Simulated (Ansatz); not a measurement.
## WS2: one change and its effect

System: WS2 (9 atoms in the cell).
Method of the first run: DFT PBE, scalar-relativistic, plane waves, PAW, no spin polarisation (Ansatz 0.2.0).

The structure derives from a Materials Project entry. Text and figures count atoms from 1; the logs count them from 0 in places.

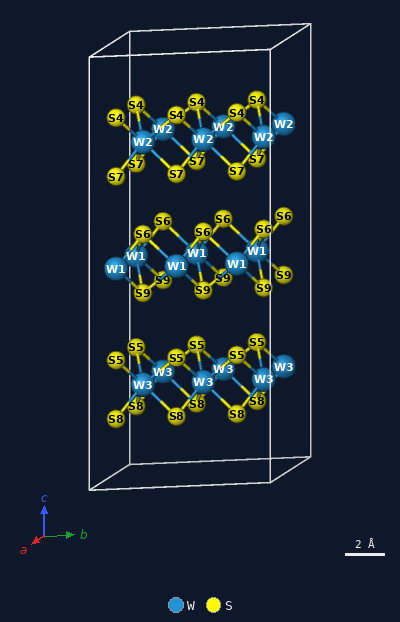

The structure as given in the input (ball-and-stick view of the 2 × 3 repeat of the cell, with the vacuum cut short, seen slightly off an axis; atoms are numbered from 1 in the order of the input). An atom can appear more than once, as a periodic image. Near neighbours in the periodic cell (some may lie outside the picture): W has 6 S at 2.41 Å; S has 3 W at 2.41 Å.

## The input, the first run
```yaml
crystal:
  lattice:
    - [3.1829541699, 0.0, 0.0]
    - [-1.591477085, 2.7565191702, 0.0]
    - [0.0, 0.0, 28.53221786]
  atoms:
    - { symbol: W, position: [0.6666666667, 0.3333333333, 0.65928643] }
    - { symbol: W, position: [0.3333333333, 0.6666666667, 0.88553378] }
    - { symbol: W, position: [0.3333333333, 0.6666666667, 0.43436168] }
    - { symbol: S, position: [0.6666666667, 0.3333333333, 0.94018573] }
    - { symbol: S, position: [0.6666666667, 0.3333333333, 0.48903042] }
    - { symbol: S, position: [0.3333333333, 0.6666666667, 0.71395221] }
    - { symbol: S, position: [0.6666666667, 0.3333333333, 0.83084828] }
    - { symbol: S, position: [0.6666666667, 0.3333333333, 0.37971025] }
    - { symbol: S, position: [0.3333333333, 0.6666666667, 0.60462521] }
basis:
  ecutwfc: 420
kpoints:
  mp_grid: { grid: [12, 12, 1] }
hamiltonian:
  xc: pbe
scf:
  occupations: { method: gaussian, width: 0.02 }
output:
  forces: true
  stress: true
  eigenvalues: true
  write_density: true
  write_potential: true
  elf: true
  volumetric_format: npy
relax:
  adjacent_minimum: "off"
  f_tol: 0.01
  max_steps: 60
  cell: { stress_tol: 0.05 }
```

Launched with:
```bash
ansatz run input.yaml --threads 2 --pin off --max-ram 5120MiB --backend cpu --events-out ev --progress --plain --runs-dir out
```

Hardware: 2 threads of AMD EPYC (Zen 3), 189 GiB of memory available, shared host.

## Output, shortened to warnings, some set-up lines, iterations and results (the first run)
```
WARN: The output density's exchange-correlation potential varies sharply where the density is thin. Do not read a vacuum level from v_tot or v_xc, or from such a field of the output density. On a cell that repeats whose density bears no net charge and no dipole along the vacuum's axis use v_es (v_loc + v_h of the components); under efield.dipole_correction with no amplitude use v_es + v_field, …
Basis set: ecut = 420 eV, 4931 PW (Γ), exchange–correlation on 48×48×384 points (8 copies of the dense FFT grid, shifted against one another)
Symmetry: 6 space group operations
k-points: 19 of 144 (time reversal used)
Initial density: superposition of atomic densities (neutral atoms: chi_scale 0, normalization atom), corrected by the library's trained network
[...]
SCF iter   1: F=—  HF=-36574.259088 eV  |F-HF|=—  |Δ(HF+E_count)|=         —  Δρ=4.45e-3  dr2=7.56e-2  ethr=1.77e-3  ⟨swp⟩=8.5  Hψ=4432  notcnv=0
SCF iter   2: F=—  HF=-36574.262061 eV  |F-HF|=—  |Δ(HF+E_count)|=   2.97e-3  Δρ=2.32e-3  dr2=7.99e-3  ethr=9.69e-5  ⟨swp⟩=3.1  Hψ=1658  notcnv=0  defer=46
SCF iter   3: F=—  HF=-36574.266497 eV  |F-HF|=—  |Δ(HF+E_count)|=   4.44e-3  Δρ=1.30e-3  dr2=1.81e-3  ethr=1.02e-5  ⟨swp⟩=2.4  Hψ=1397  notcnv=0  defer=46
SCF iter   4: F=—  HF=-36574.268906 eV  |F-HF|=—  |Δ(HF+E_count)|=   2.41e-3  Δρ=5.33e-4  dr2=4.86e-4  ethr=2.33e-6  ⟨swp⟩=2.3  Hψ=1429  notcnv=0  defer=46
SCF iter   5: F=—  HF=-36574.269305 eV  |F-HF|=—  |Δ(HF+E_count)|=   4.00e-4  Δρ=1.15e-4  dr2=4.24e-5  ethr=6.23e-7  ⟨swp⟩=2.0  Hψ=1291  notcnv=0  defer=46
[... 102 lines ...]
SCF iter   4: F=—  HF=-36574.319929 eV  |F-HF|=—  |Δ(HF+E_count)|=   1.95e-7  Δρ=6.99e-7  dr2=5.68e-9  ethr=9.13e-12  ⟨swp⟩=3.1  Hψ=1620  notcnv=0
SCF iter   5: F=—  HF=-36574.319929 eV  |F-HF|=—  |Δ(HF+E_count)|=   4.02e-9  Δρ=1.93e-7  dr2=2.62e-10  ethr=7.28e-12  ⟨swp⟩=2.0  Hψ=1145  notcnv=0
SCF iter   6: F=-36574.319929 eV  HF=-36574.319929 eV  |F-HF|=1.53e-10  |Δ(HF+E_count)|=   5.17e-9  Δρ=7.77e-8  dr2=5.62e-11  ethr=1.00e-12  ⟨swp⟩=8.9  Hψ=5487  notcnv=0
SCF 10 converged in 6 iterations: F = -36574.319929 eV  dr2 = 5.62e-11
relax step  10: F+E_penalty+E_count = -36574.31992942 eV  Δ(F+E_penalty+E_count) = -2.119e-3 eV  max|allowed force component| = 9.909e-4 eV/Å  Δτ_max = 0.0000 Å  P = +0.001 …
basis re-selected at this cell: Δ(F+E_penalty+E_count) = -2.119e-3 eV, ΔP = +0.003 GPa vs the last step (what re-selecting the basis moved, of the pressure what is left beyond the Pulay correction that the steps carried, after the strain that the cell walked since its last selection, with what the …
[...]
```

For the second run the input was changed thus:
```diff
+  dispersion: d3bj
```

Predict how the results change.

The total energies belong to different models, so their difference says nothing on which is more stable or more accurate. The gap on the mesh goes from 1.68 to 1.07 eV. The volume per atom goes from 29.55 to 18.01 Å³. The SCF takes 248 iterations over all geometry steps against 92. On the same kind of shared host the second run took about 2.8 times as long.

## Output, shortened to warnings, some set-up lines, iterations and results (the second run)
```
Basis set: ecut = 420 eV, 4931 PW (Γ), exchange–correlation on 48×48×384 points (8 copies of the dense FFT grid, shifted against one another)
Symmetry: 6 space group operations
k-points: 19 of 144 (time reversal used)
Initial density: superposition of atomic densities (neutral atoms: chi_scale 0, normalization atom), corrected by the library's trained network
[...]
SCF iter   1: F=—  HF=-36577.577115 eV  |F-HF|=—  |Δ(HF+E_count)|=         —  Δρ=4.45e-3  dr2=7.56e-2  ethr=1.77e-3  ⟨swp⟩=8.5  Hψ=4432  notcnv=0
SCF iter   2: F=—  HF=-36577.580088 eV  |F-HF|=—  |Δ(HF+E_count)|=   2.97e-3  Δρ=2.32e-3  dr2=7.99e-3  ethr=9.69e-5  ⟨swp⟩=3.1  Hψ=1658  notcnv=0  defer=46
SCF iter   3: F=—  HF=-36577.584523 eV  |F-HF|=—  |Δ(HF+E_count)|=   4.44e-3  Δρ=1.30e-3  dr2=1.81e-3  ethr=1.02e-5  ⟨swp⟩=2.4  Hψ=1397  notcnv=0  defer=46
SCF iter   4: F=—  HF=-36577.586932 eV  |F-HF|=—  |Δ(HF+E_count)|=   2.41e-3  Δρ=5.33e-4  dr2=4.86e-4  ethr=2.33e-6  ⟨swp⟩=2.3  Hψ=1429  notcnv=0  defer=46
SCF iter   5: F=—  HF=-36577.587332 eV  |F-HF|=—  |Δ(HF+E_count)|=   4.00e-4  Δρ=1.15e-4  dr2=4.24e-5  ethr=6.23e-7  ⟨swp⟩=2.0  Hψ=1291  notcnv=0  defer=46
[... 298 lines ...]
SCF iter   4: F=—  HF=-36577.880110 eV  |F-HF|=—  |Δ(HF+E_count)|=   6.08e-9  Δρ=2.88e-6  dr2=1.03e-8  ethr=1.07e-10  ⟨swp⟩=2.1  Hψ=1274  notcnv=0
SCF iter   5: F=—  HF=-36577.880110 eV  |F-HF|=—  |Δ(HF+E_count)|=  8.00e-11  Δρ=7.37e-7  dr2=4.34e-10  ethr=1.32e-11  ⟨swp⟩=2.1  Hψ=1274  notcnv=0
SCF iter   6: F=-36577.880110 eV  HF=-36577.880110 eV  |F-HF|=2.18e-11  |Δ(HF+E_count)|=  4.37e-11  Δρ=1.40e-7  dr2=2.51e-11  ethr=1.00e-12  ⟨swp⟩=7.4  Hψ=4815  notcnv=0
SCF 30 converged in 6 iterations: F = -36577.880110 eV  dr2 = 2.51e-11
relax step  30: F+E_penalty+E_count = -36577.88010973 eV  Δ(F+E_penalty+E_count) = +4.271e-3 eV  max|allowed force component| = 4.715e-3 eV/Å  Δτ_max = 0.0000 Å  P = -0.019 …
basis re-selected at this cell: Δ(F+E_penalty+E_count) = +4.271e-3 eV, ΔP = -0.010 GPa vs the last step (what re-selecting the basis moved, of the pressure what is left beyond the Pulay correction that the steps carried, after the strain that the cell walked since its last selection, with what the …
SCF converged after 6 iterations
Free energy (F): -36577.880110 eV
Harris-Foulkes:  -36577.880110 eV  (|F-HF|=2.18e-11)
Internal energy: -36577.880110 eV  (E = F + TS)
E sigma→0 (E₀):  -36577.880110 eV
Fermi energy:    11.918416 eV
--- Per-component energies (eV) ---
  E_band       = -578.075101
  E_kinetic    = 2001.598744
  E_local      = -5626.720232  (includes V_loc(G=0)·N_el)
  E_nonlocal   = 172.204981
  E_hartree    = 2263.472418
  E_xc         = -1387.660944
  E_vxc        = -1246.720460  (∫ρ·V_xc dr)
  E_paw        = -29289.491435  (= ΣΔE_a)
  E_vpaw       = -405.382634  (= ΣTr[D̂ρ^β])
  E_aug_tail   = -0.000188  (compensation charges beyond the density's cutoff)
  E_ewald      = -4707.493720
  E_disp       = -3.789733  (pairwise vdW)
  E_smearing   = -0.000000  (= −TS)
  E_closure    = 0.000000  (closes the sum)
  Σ components = -36577.880110   (vs F -36577.880110, Δ=0.00e0)
--- Forces (eV/Å), atoms counted from 1 ---
  atom   1  W      0.00000000    -0.00000000     0.00086571
  atom   2  W     -0.00000000     0.00000000    -0.00014422
  atom   3  W      0.00000000     0.00000000    -0.00041975
  atom   4  S      0.00000000    -0.00000000    -0.00341920
  atom   5  S      0.00000000    -0.00000000     0.00471495
  atom   6  S     -0.00000000     0.00000000     0.00167386
  atom   7  S      0.00000000    -0.00000000     0.00374120
  atom   8  S      0.00000000     0.00000000    -0.00416770
  atom   9  S     -0.00000000     0.00000000    -0.00284473
  max |Σ_I F_I| component: 1.16e-7 eV/Å
--- Stress (GPa, compression-positive) ---
       -0.013885       0.000000      -0.000000
        0.000000      -0.013885      -0.000000
       -0.000000      -0.000000      -0.030003
  P = ⅓ Tr σ = -0.0193 GPa (-0.193 kbar)
--- Relaxed structure (29 steps of the walk, 27 accepted, 1 SCFs on fresh bases) ---
[...]
```

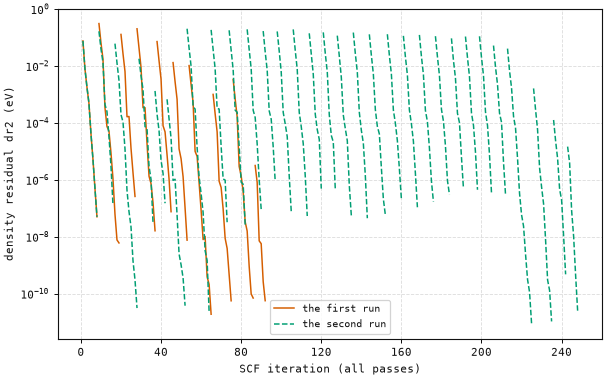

Convergence of the two runs: density residual dr2 against the SCF iteration. A break in a curve parts two SCF passes. The first run takes 92 iterations in all, and the second run takes 248.

## The two runs side by side

```tsv
quantity	the first run	the second run
outcome	converged	converged
free energy per atom (eV)	−4063.8133	−4064.2089
gap on the mesh (eV)	1.68	1.07
pressure (GPa)	0.00	−0.02
volume per atom (Å³)	29.55	18.01
largest force (eV/Å)	0.001	0.005
SCF iterations	92	248
irreducible k-points	19	19
wall time (shared host)	5.3 min	15 min
```

For both runs: Spin–orbit coupling is left out, which matters for W. For the first run: Warnings: the exchange-correlation potential is rough where the density is thin.
